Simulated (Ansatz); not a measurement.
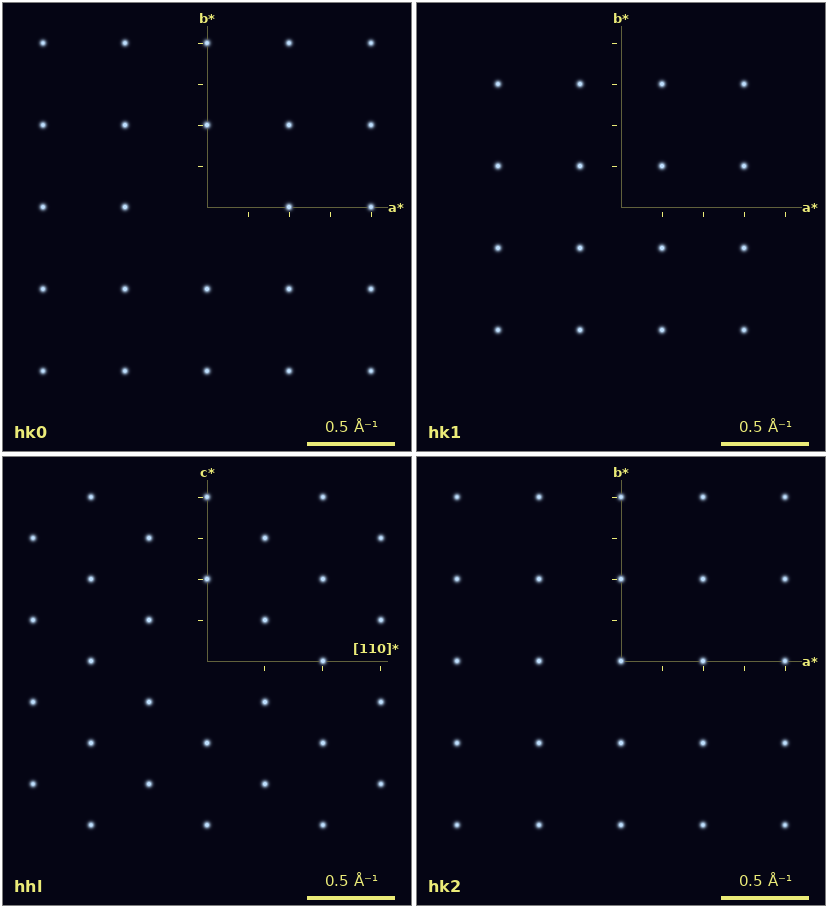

Four undistorted layers of reciprocal space, calculated for a single crystal (neutrons, kinematic |F|², B = 0.5 Å²). Tick marks count the reciprocal lattice steps of the conventional cell along each axis.

Question: What cell do the layers give?

Answer: a* = 0.238, b* = 0.238, c* = 0.238 Å⁻¹; the cell is cubic with a = 4.21 Å.

Question: Which reflection conditions do the layers show?

Answer: Reflections are present only under these conditions. hkl: h + k = 2n, h + l = 2n; hk0: h = 2n, k = 2n; hhl: h + l = 2n; h00: h = 2n. The lattice is face-centred (F).

Question: Which space groups fit?

Answer: The intensities have Laue symmetry m-3m (the hk0 layer shows 4mm, hk1 shows 4mm). With these conditions the candidates are F432 (No. 209), F-43m (No. 216), Fm-3m (No. 225). Diffraction geometry alone does not choose among them; the structure has Fm-3m. The compound is Ta. Structure: the input geometry of an electronic-structure calculation (not necessarily at equilibrium); the starting structure was generated, so it need not be a known form of this composition.
